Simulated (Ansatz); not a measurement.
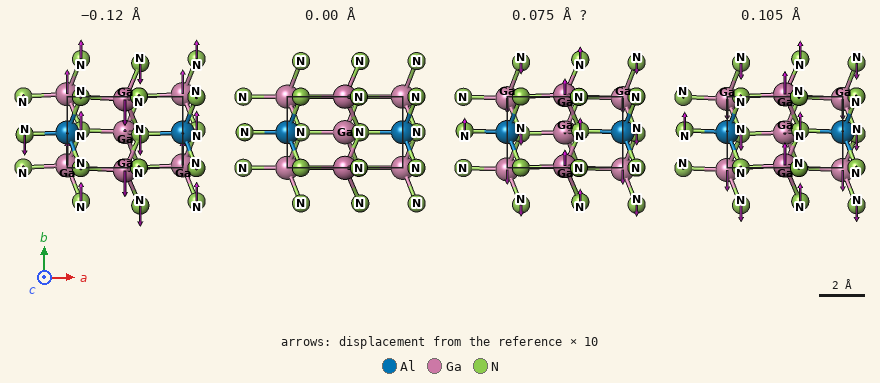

Crystalline AlGa$_{3}$N$_{4}$ (Pm): a normal mode at the zone centre is frozen in with the cell fixed, the amplitude being the largest displacement of an atom. Style: ball-and-stick. Shown: the cell of the calculation, along the c axis. Purple arrows: displacements from the reference.

Level of theory: DFT r2SCAN, scalar-relativistic, plane waves, PAW (Ansatz). Set-up: plane-wave cutoff 500 eV; k-point mesh 6 × 8 × 4; occupations gaussian; smearing width 0.05 eV; no spin polarisation. Energies (free energies at the smearing named) are counted from the relaxed crystal.

| largest displacement (Å) | ΔE (meV/cell) |
| --- | --- |
| −0.120 | 81.2 |
| −0.060 | 20.3 |
| 0.000 | 0.0 |
| 0.015 | 1.3 |
| 0.030 | 5.1 |
| 0.045 | 11.4 |
| 0.075 | ? |
| 0.090 | 45.6 |
| 0.105 | 62.1 |

### One row is withheld. What is its energy?

A straight line between the two neighbours gives 34.2 meV/cell. A cubic through the four nearest rows (0.030, 0.045, 0.090, 0.105) gives, with Lagrange weights, (−0.2000)(5.1) + (0.5000)(11.4) + (1.0000)(45.6) + (−0.3000)(62.1) = 31.7 meV/cell. The calculation gives 31.7 meV/cell, so the cubic is right to the digits shown and the straight line 2.5 meV/cell too high, as the curve bends upwards here.

The whole profile:

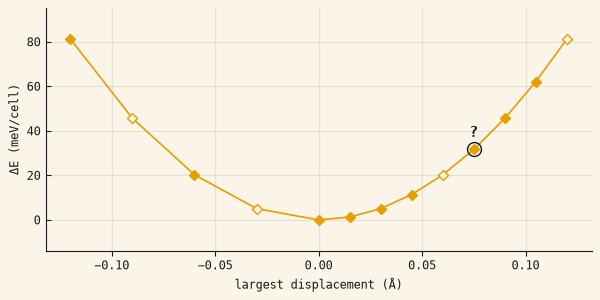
